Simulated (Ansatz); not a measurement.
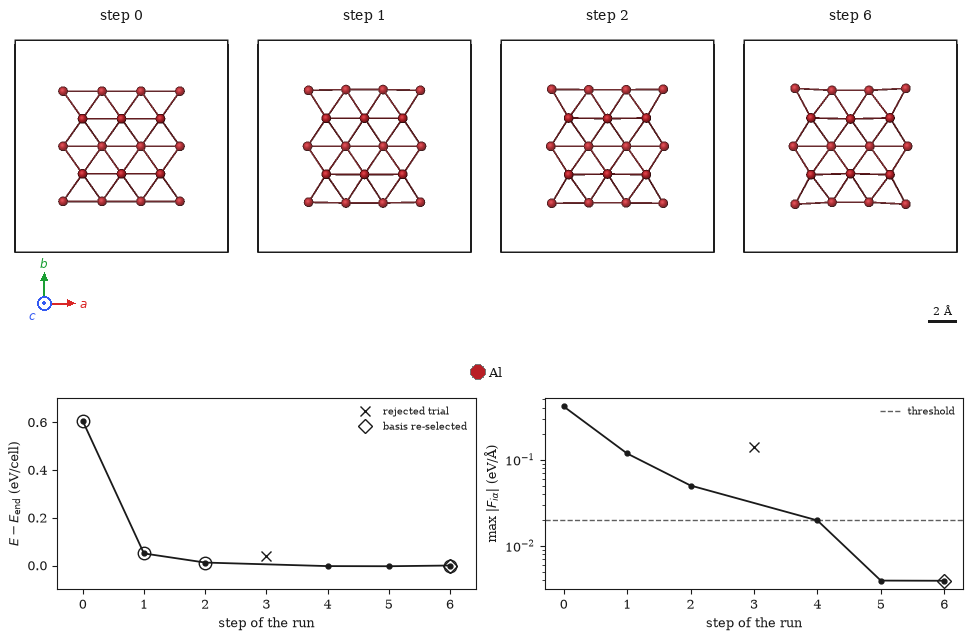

Frames of a relaxation of a wire of composition Al, marked on the history of the run. The picture is a ball-and-stick view of the 2 repeat of the cell, with the vacuum cut short (origin shifted), seen along the c axis.

Case: wire along [1 1 0], 18 atoms a period.

Computed with DFT PBEsol, scalar-relativistic, plane waves, PAW in Ansatz. (plane-wave cutoff 420 eV; k-point mesh 1 × 1 × 19; occupations gaussian; smearing width 0.05 eV; no spin polarisation; cell relaxed at fixed a, b, alpha, beta, gamma; force threshold 0.02 eV/Å; at most 45 steps)

### What happens along the run?

Over 4 accepted moves (6 points after the start) the energy falls by 0.606 eV per cell of the calculation. Largest force component: 0.41 eV/Å at the start, 0.004 eV/Å at the end. The line search rejected the trial step at point 3 of the run. The SCF was repeated once at an unchanged geometry on a basis and grid sized afresh for the cell, which shifted the energy by 3.0 meV per cell of the calculation at most. The largest moves relative to the centre of the atoms, 0.30 Å, are those of Al atoms. Along the periodic axis the drawn cell goes c 5.679 → 5.431 Å (−4.4 %). Among the contacts that change: Al–Al 2.839 → 2.693 Å, Al–Al 2.839 → 2.716 Å, Al–Al 2.839 → 2.754 Å, Al–Al 2.839 → 2.791 Å. Bond angles that change, for instance: Al–Al–Al 60.0° → 62.9°. From step 0 to 1: Al atoms move most (0.19 Å), energy −0.555 eV per cell of the calculation. From step 1 to 2: Al atoms move most (0.08 Å), energy −38.2 meV per cell of the calculation. From step 2 to 6: Al atoms move most (0.07 Å), energy −12.4 meV per cell of the calculation.
